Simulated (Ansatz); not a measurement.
# Field-gradient calculation, with input and output: GaP

System: GaP (F-43m, 2 atoms in the cell).
Method: DFT, PBE, PAW with Ansatz's default frozen-core files, scalar-relativistic, no spin polarisation (Ansatz 0.2.0).

Its volume is 0.94 times that of the source entry. It belongs to a series of runs on one base structure; here: volume scaled by 0.9405, PAW files.

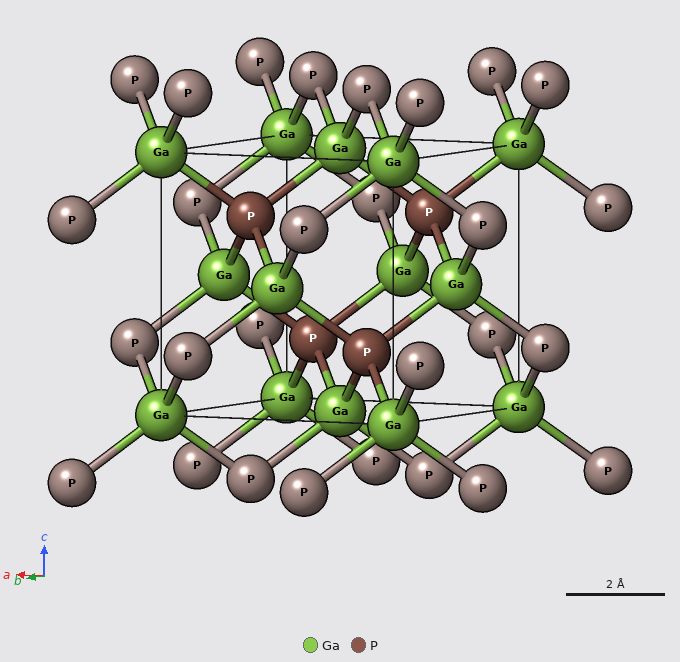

**Figure 1.** The input geometry (ball-and-stick view of the cell 4 times as large as that of the calculation, set on its symmetry axes, seen at an oblique angle; neighbours outside the cell are drawn fainter).

Summary:

- outcome: converged
- space group (tolerance 0.01 Å): F-43m (216)
- electrons treated: 18
- free energy: −4539.5201 eV
- Fermi energy: 8.247 eV
- gap on the k-point mesh: 1.56 eV
- pressure: 5.42 GPa
- field gradient V_zz (10²¹ V/m²): zero at all sites
- largest force (length of the vector): under 0.001 eV/Å
- hardware: 1 thread of an x86-64 CPU, shared host
- wall time: 6 s
- peak memory: 0.45 GiB

The cell is under a pressure of 5.4 GPa at this level, so it is not at its equilibrium volume.

The input:
```yaml
crystal:
  lattice:
    - [0.0, 2.6972876639, 2.6972876639]
    - [2.6972876639, 0.0, 2.6972876639]
    - [2.6972876639, 2.6972876639, 0.0]
  atoms:
    - { symbol: Ga, position: [0.0, 0.0, 0.0] }
    - { symbol: P, position: [0.25, 0.25, 0.25] }
kpoints:
  mp_grid: { grid: [13, 13, 13] }
scf:
  occupations: { method: fermi_dirac, width: 0.03 }
hamiltonian:
  xc: pbe
  pseudopotentials: { kind: paw }
output:
  forces: true
  stress: true
  eigenvalues: true
  efg: { contact_densities: true }
  write_density: true
  write_potential: true
  elf: true
  volumetric_format: npy
```

Launched with:
```bash
ansatz run input.yaml --threads 1 --pin off --max-ram 2048MiB --backend cpu --events-out ev --progress --plain --runs-dir out
```

Output:
```
Engine: ansatz 0.2.0, x86_64-unknown-linux-gnu
Pseudopotentials: kind: paw
Pseudopotential: Ga, paw, valence charge 13, recommended cutoff 420 eV (normal), Ga.paw.azcp
Pseudopotential: P, paw, valence charge 5, recommended cutoff 420 eV (normal), P.paw.azcp
Functional definition: PBE
  parameter kappa = 0.804
  parameter beta = 0.06672455060314922
  exchange = pbe_x(kappa = kappa, mu = beta*pi^2/3)
  correlation = pbe_c(beta = beta)
Crystal: 2 atoms, lattice volume = 39.247 Å³
Basis set: ecut = 420 eV, 749 PW (Γ), exchange–correlation on 54×54×54 points (8 copies of the dense FFT grid, shifted against one another)
Bands: 13, of which v1, the nominal top of the filled ones, is band 9 counted from 1 (8 counted from 0)
Symmetry: 24 space group operations
Space group: F-43m (ITA 216), of the structure as read, at distance tolerance 3.4e-5 Å
k-points: 84 of 2197 (time reversal used)
Non-local potential: Ga, projectors of the file, l = 0: 2, l = 1: 2, l = 2: 3, l = 3: 1
Non-local potential: P, projectors of the file, l = 0: 2, l = 1: 2, l = 2: 2
PAW form: soft (Blöchl's): semilocal exchange-correlation on the pseudo side does not see the compensation charge
PAW one-centre angular grid: Ga, 590 points (default); XC on 64 Gauss nodes
PAW one-centre angular grid: P, 110 points (default); XC on 64 Gauss nodes
Initial density: superposition of atomic densities (neutral atoms: chi_scale 0, normalization atom), corrected by the library's trained network
Initial wavefunctions: pseudopotential atomic-orbital guess
Functional: x = pbe(κ = 0.804, μ = 0.2195149727645171), c = pbe(β = 0.06672455060314922)
SCF iter   1: F=—  HF=-4539.521282 eV  |F-HF|=—  |Δ(HF+E_count)|=         —  Δρ=1.60e-3  dr2=1.36e-3  ethr=1.77e-3  ⟨swp⟩=6.3  Hψ=7411  notcnv=0
preconditioner: auto → none  [insulator: Δε(μ)=1.544 eV  Ē_g=15.647 eV  σ=0.030 eV  W_gap=1.00  n_scr=14 (ndim 8)  ℏωp=25.1 eV  f_vac=0.010  D(μ)=0.00/eV (n_scr^D=0)  ε∞_Penn≈3.6]
SCF iter   2: F=—  HF=-4539.520272 eV  |F-HF|=—  |Δ(HF+E_count)|=   1.01e-3  Δρ=1.43e-3  dr2=5.07e-4  ethr=7.57e-6  ⟨swp⟩=2.4  Hψ=2869  notcnv=0
SCF iter   3: F=—  HF=-4539.520044 eV  |F-HF|=—  |Δ(HF+E_count)|=   2.28e-4  Δρ=5.02e-4  dr2=6.30e-5  ethr=2.82e-6  ⟨swp⟩=2.2  Hψ=1795  notcnv=0
SCF iter   4: F=—  HF=-4539.520080 eV  |F-HF|=—  |Δ(HF+E_count)|=   3.64e-5  Δρ=1.30e-4  dr2=4.41e-6  ethr=3.50e-7  ⟨swp⟩=2.0  Hψ=1848  notcnv=0
SCF iter   5: F=—  HF=-4539.520080 eV  |F-HF|=—  |Δ(HF+E_count)|=   5.15e-7  Δρ=2.86e-5  dr2=3.57e-7  ethr=2.45e-8  ⟨swp⟩=2.0  Hψ=1847  notcnv=0
SCF iter   6: F=-4539.520080 eV  HF=-4539.520080 eV  |F-HF|=8.17e-9  |Δ(HF+E_count)|=   4.45e-7  Δρ=1.39e-5  dr2=4.13e-8  ethr=5.56e-10  ⟨swp⟩=11.0  Hψ=8324  notcnv=0
SCF 1 converged in 6 iterations: F = -4539.520080 eV  dr2 = 4.13e-8
  greatest PAW one-centre occupation: 0.994 electrons in one spin orbital (limit 2), on the Ga atom at site 0 (counted from 0), in its partial waves of l = 2
```

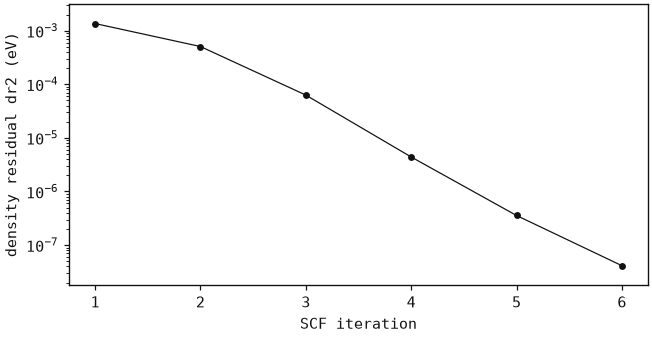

**Figure 2.** Convergence of the self-consistent field: density residual dr2 against the SCF iteration. The residual falls at every step.

```
SCF converged after 6 iterations
Free energy (F): -4539.520080 eV
Harris-Foulkes:  -4539.520080 eV  (|F-HF|=8.17e-9)
Internal energy: -4539.520080 eV  (E = F + TS)
E sigma→0 (E₀):  -4539.520080 eV
Fermi energy:    8.247394 eV
--- Per-component energies (eV) ---
  E_band       = -52.452330
  E_kinetic    = 187.301153
  E_local      = -2179.584419  (includes V_loc(G=0)·N_el)
  E_nonlocal   = 458.817394
  E_hartree    = 1009.602753
  E_xc         = -131.299165
  E_vxc        = -119.713332  (∫ρ·V_xc dr)
  E_paw        = -2558.104760  (= ΣΔE_a)
  E_vpaw       = -418.468225  (= ΣTr[D̂ρ^β])
  E_aug_tail   = -0.000119  (compensation charges beyond the density's cutoff)
  E_ewald      = -1326.252917
  E_smearing   = -0.000000  (= −TS)
  E_closure    = -0.000000  (closes the sum)
  Σ components = -4539.520080   (vs F -4539.520080, Δ=0.00e0)
--- Forces (eV/Å), atoms counted from 1 ---
  atom   1  Ga     0.00000000    -0.00000000     0.00000000
  atom   2  P     -0.00000000     0.00000000    -0.00000000
  max |Σ_I F_I| component: 1.67e-16 eV/Å
--- Stress (GPa, compression-positive) ---
        5.416722       0.000000      -0.000000
        0.000000       5.416722       0.000000
        0.000000       0.000000       5.416722
  P = ⅓ Tr σ = 5.4167 GPa (54.167 kbar)
--- PAW observables at the nuclei: V_zz in 10²¹ V/m², potentials from the cell's mean, atoms counted from 1 ---
  atom   1  Ga V_zz =    +0.000000   η = 0.0000   by run symmetry: forbidden
            electrostatic potential = -4130.669527 V   contact ρ = 187414.696582 e/Å³
  atom   2  P  V_zz =    -0.000000   η = 0.0000   by run symmetry: forbidden
            electrostatic potential = -1495.058297 V   contact ρ = 16018.850215 e/Å³
--- Band table (eV; the first three rows and the last of 84) ---
  k-point 0: bands = ["-7.1026", "-7.1026", "-7.1026", "-6.9930", "-6.9930", "-5.2471", "7.4823", "7.4823", "7.4823", "9.5686", "11.3581", "11.3581", "11.3581"]
  k-point 1: bands = ["-7.1092", "-7.1005", "-7.1005", "-6.9931", "-6.9931", "-5.1664", "6.6953", "7.3825", "7.3825", "9.9816", "11.5103", "11.5103", "11.5475"]
  k-point 2: bands = ["-7.1263", "-7.0950", "-7.0950", "-6.9930", "-6.9930", "-4.9293", "5.3101", "7.1402", "7.1402", "10.0648", "11.8639", "11.8639", "12.4299"]
  k-point 83: bands = ["-7.2132", "-7.0598", "-7.0374", "-7.0101", "-6.9832", "-2.0883", "0.8398", "3.6426", "4.1369", "11.9957", "12.3889", "13.2722", "14.4219"]
```

File rho_z.tsv:
```
# z_ang	rho[e/angstrom^3]
# format = ansatz-planar-average/11
# lattice	0.000000000	2.697287664	2.697287664
# lattice	2.697287664	0.000000000	2.697287664
# lattice	2.697287664	2.697287664	0.000000000
# sites	2
# site	31	0.000000000	0.000000000	0.000000000
# site	15	1.348643832	1.348643832	1.348643832
0.000000	1.535938e0
0.141279	1.406755e0
0.282559	1.072307e0
0.423838	7.486152e-1
0.565117	5.403521e-1
0.706396	4.290350e-1
0.847676	3.661751e-1
0.988955	3.230559e-1
1.130234	2.906241e-1
1.271514	2.662747e-1
1.412793	2.469316e-1
1.554072	2.283288e-1
1.695351	2.072476e-1
1.836631	1.839090e-1
1.977910	1.608065e-1
2.119189	1.409050e-1
2.260469	1.261960e-1
2.401748	1.173611e-1
2.543027	1.151138e-1
2.684306	1.206383e-1
2.825586	1.364544e-1
2.966865	1.677453e-1
3.108144	2.277058e-1
3.249424	3.491317e-1
3.390703	5.835241e-1
3.531982	9.501554e-1
3.673262	1.341673e0
```

File v_z.tsv:
```
# z_ang	v_es[eV]	v_tot[eV]
# format = ansatz-planar-average/11
# xc	pbe
# density_cutoff_ev	1680
# datasets	Ga=:simpson_from_first_knot:soft	P=:simpson_from_first_knot:soft
# lattice	0.000000000	2.697287664	2.697287664
# lattice	2.697287664	0.000000000	2.697287664
# lattice	2.697287664	2.697287664	0.000000000
# sites	2
# site	31	0.000000000	0.000000000	0.000000000
# site	15	1.348643832	1.348643832	1.348643832
0.000000	1.465412e0	-1.003652e1
0.141279	3.084031e-1	-1.148284e1
0.282559	-9.895759e-1	-1.293888e1
0.423838	-2.203501e0	-1.419863e1
0.565117	-3.079961e0	-1.502407e1
0.706396	-3.432967e0	-1.522652e1
0.847676	-3.183195e0	-1.472693e1
0.988955	-2.380358e0	-1.357945e1
1.130234	-1.169563e0	-1.192622e1
1.271514	3.156689e-1	-9.925657e0
1.412793	2.051872e0	-7.662928e0
1.554072	3.976648e0	-5.242381e0
1.695351	5.880746e0	-2.868137e0
1.836631	7.507006e0	-7.853807e-1
1.977910	8.673886e0	8.027993e-1
2.119189	9.367217e0	1.847985e0
2.260469	9.695725e0	2.434902e0
2.401748	9.728462e0	2.603495e0
2.543027	9.472030e0	2.352741e0
2.684306	8.885117e0	1.663681e0
2.825586	7.973529e0	5.177428e-1
2.966865	6.896248e0	-9.878716e-1
3.108144	5.829583e0	-2.667275e0
3.249424	4.862481e0	-4.339151e0
3.390703	3.994897e0	-5.906902e0
3.531982	3.193801e0	-7.344596e0
3.673262	2.395971e0	-8.683488e0
```

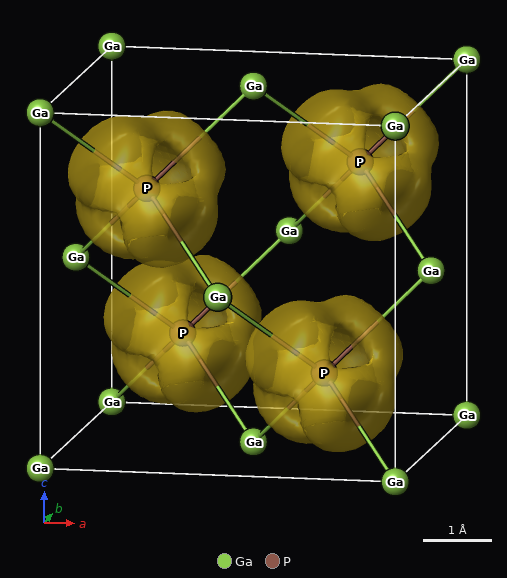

**Figure 3.** Isosurface of the ELF at 0.75 (yellow), seen slightly off an axis. Only the valence region is drawn (cores and ρ < 0.01 e/Å³ removed). Sticks mark near contacts. The outline is the cell set on symmetry axes. Along the contacts the grid gives the following. Ga–P (2.34 Å): the ELF is about 0.75 at the midpoint. Core electrons are frozen (PAW), so the fields are smoothed inside the atomic spheres.

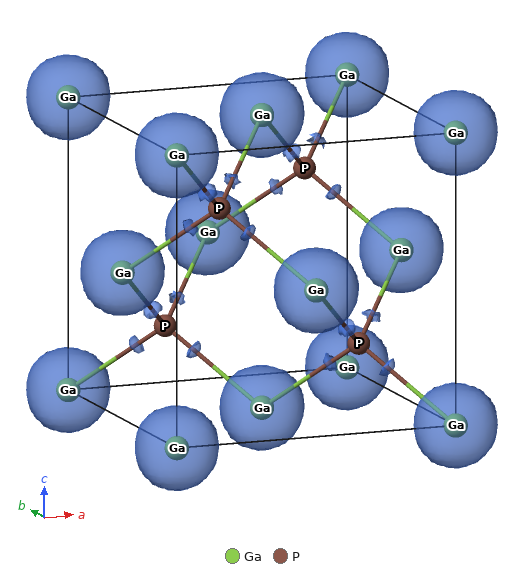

**Figure 4.** Isosurface of the valence pseudo-density at 0.8 e/Å³ (blue), seen slightly off an axis. Sticks mark near contacts. The outline is the cell set on symmetry axes. At this value the density breaks into separate islands; it holds about 50 % of the electrons treated as valence (semicore included). It is pinched off along the Ga–P (2.34 Å) contacts. On the grid the lowest density along these lines, outside the cores, is 0.55 e/Å³ (Ga–P, 2.34 Å).

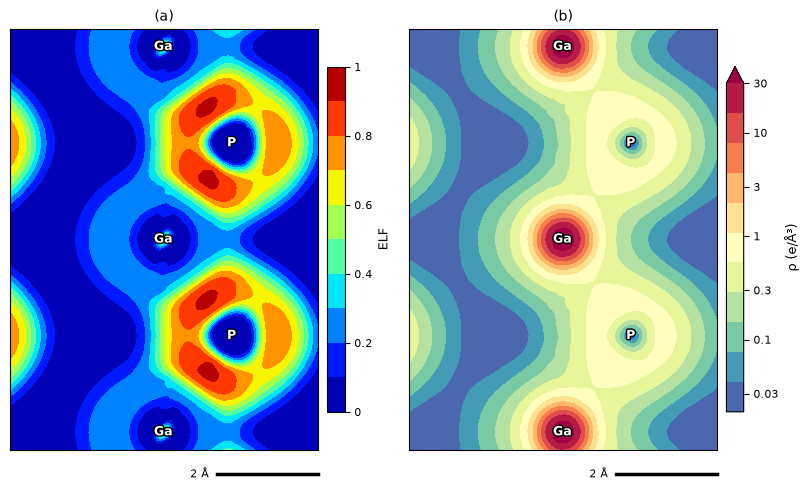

**Figure 5.** (a) ELF; (b) valence electron density on the (110) plane of the conventional cell. The plane passes through Ga and P nuclei. Ga–P (2.34 Å): ρ is about 0.57 e/Å³ halfway; the ELF is about 0.75 at the midpoint. Away from the nuclei the density in this plane falls to 0.02 e/Å³ at its lowest. The strong features right at Ga lie inside the PAW spheres (semicore, d or f shells) and say nothing about bonding.
